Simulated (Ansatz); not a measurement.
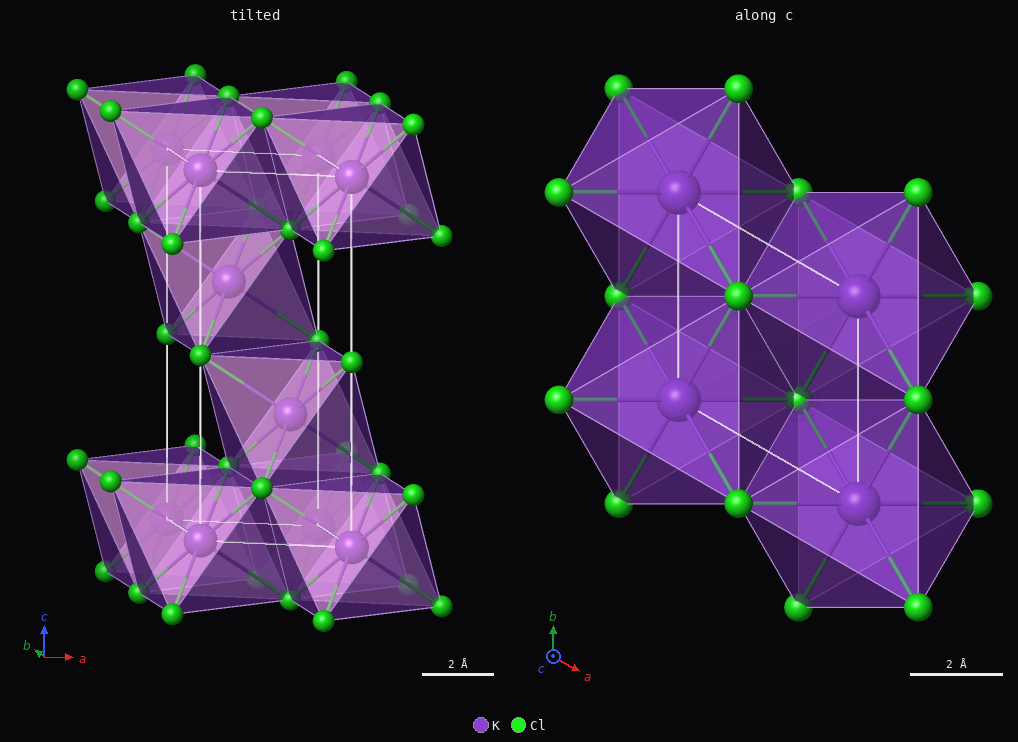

An orthographic polyhedral view of the structure, slightly off an axis and along the c axis. The parallelepiped is the conventional unit cell. A few atoms beyond the faces are included.

KCl, space group R-3m (No. 166), a = 4.536 Å, b = 4.536 Å, c = 10.669 Å, α = 90.00°, β = 90.00°, γ = 120.00°. Provenance: a structure type filled with these elements by a generator (whether the compound takes this form wasn't checked). The cell was then strained or its atoms displaced on purpose. Ansatz was used for an electronic-structure calculation on it.

This one geometry was computed with Ansatz (DFT, plane waves, PAW) at three levels of theory: r2SCAN, PBE and HSE06. It was relaxed with r2SCAN and then strained.

**How does the band gap change with the level of theory?**

PBE: a gap of 5.07 eV, direct; r2SCAN: a gap of 5.71 eV, direct; HSE06: a gap of 6.38 eV, direct.

**Collect the results in a table.**

| level | cutoff (eV) | k-mesh of the run's cell | gap (eV) | pressure (GPa) |
| --- | --- | --- | --- | --- |
| r2SCAN | 500 | 8×8×8 | 5.71 | -0.3 |
| PBE | 420 | 8×8×8 | 5.07 | 0.4 |
| HSE06 | 420 | 6×6×6 | 6.38 | 0.1 |

Gaps are taken on the k-mesh or band path of each run.
